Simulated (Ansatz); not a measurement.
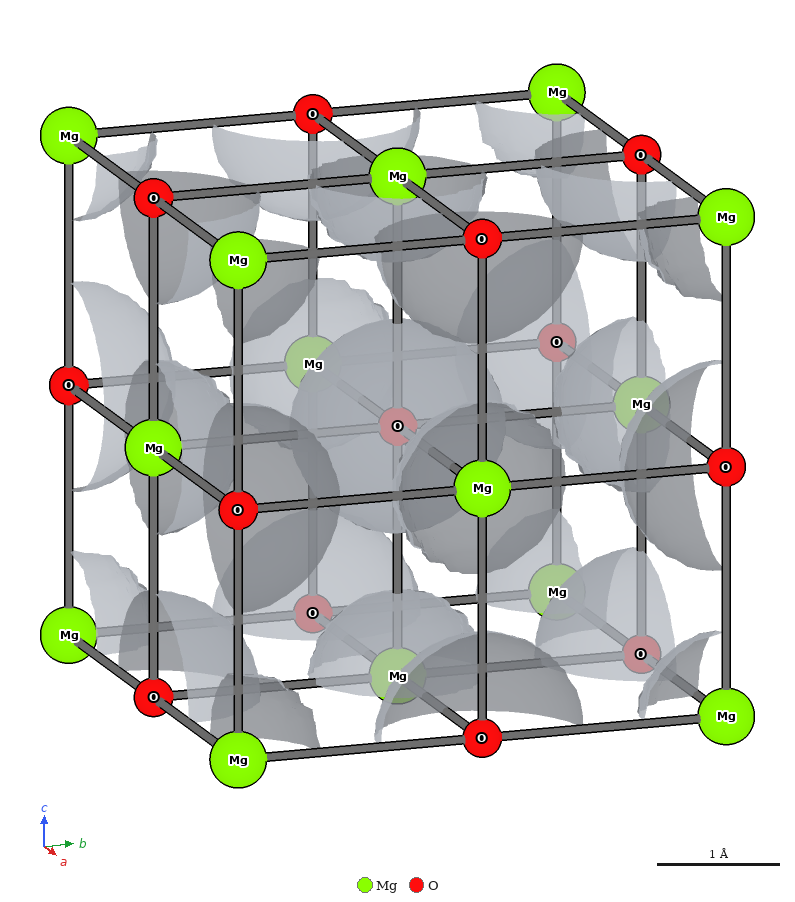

Figure. MgO. Isosurface of the valence pseudo-density at 0.6 e/Å³ (grey), seen slightly off an axis. Sticks mark near contacts.

Space group Fm-3m.

Theory: DFT PBE, plane waves, PAW in Ansatz 0.2.0.

The density is the valence pseudo-density of a PAW calculation; it isn't the true density close to the nuclei.

How is the density connected at this value?

Answer. At this value the density breaks into separate islands; it holds about 80 % of the electrons treated as valence. It bridges none of the near contacts. It is pinched off along the shortest Mg–O (2.13 Å) contacts. On the grid the lowest density along these lines, outside the cores, is 0.27 e/Å³ (Mg–O, 2.13 Å).

Metal or insulator at this level of theory?

Answer. It is gapped, with a Kohn–Sham gap of 4.5 eV on the k-point mesh, an upper bound to the gap of this method.
